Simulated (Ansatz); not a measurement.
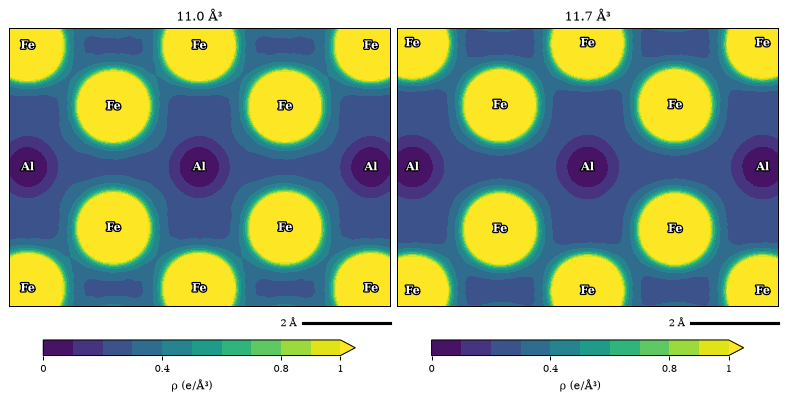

AlFe$_{3}$. The valence electron density of cells scaled evenly to different volumes (given per atom above each panel), on the (11̄0) plane of each (indices in the axes of the cell below), at one length scale and on one colour scale.

A structure from a database of computed crystals, not necessarily the ambient phase; spin-polarised.

These are results of DFT PBEsol, scalar-relativistic, plane waves, PAW in Ansatz, not measurements.

The largest cell:

```cif
data_structure
_symmetry_space_group_name_H-M 'P 1'
_symmetry_Int_Tables_number 1
_cell_length_a 4.0430
_cell_length_b 4.0430
_cell_length_c 4.0430
_cell_angle_alpha 60.000
_cell_angle_beta 60.000
_cell_angle_gamma 60.000
_cell_volume 46.73
loop_
_atom_site_label
_atom_site_type_symbol
_atom_site_fract_x
_atom_site_fract_y
_atom_site_fract_z
_atom_site_occupancy
Al1 Al 0.00000 0.00000 0.00000 1
Fe1 Fe 0.50000 0.50000 0.50000 1
Fe2 Fe 0.25000 0.25000 0.25000 1
Fe3 Fe 0.75000 0.75000 0.75000 1
```

| volume (Å³/atom) | Fe–Fe contact in the plane (Å) | ρ at its midpoint (e/Å³) | pressure (GPa) | largest moment (μB) | 
| --- | --- | --- | --- | --- |
| 11.00 | 2.427 | 0.399 | 5.9 | 2.27 | 
| 11.34 | 2.452 | ? | ? | ? | 
| 11.68 | 2.476 | 0.357 | −5.4 | 2.38 | 

Question: Estimate the missing row, and compare with the calculation.

Answer: Over the known rows ln ρ falls by 2.27 per Å of Fe–Fe distance (the line through the two), which gives 0.377 e/Å³ at 2.452 Å; the calculation gives 0.372 e/Å³. For the pressure, a straight line in volume between the neighbouring rows gives 0.2 GPa; the calculation gives 0.0. For the largest moment, a straight line in volume between the neighbouring rows gives 2.33 μB; the calculation gives 2.34.
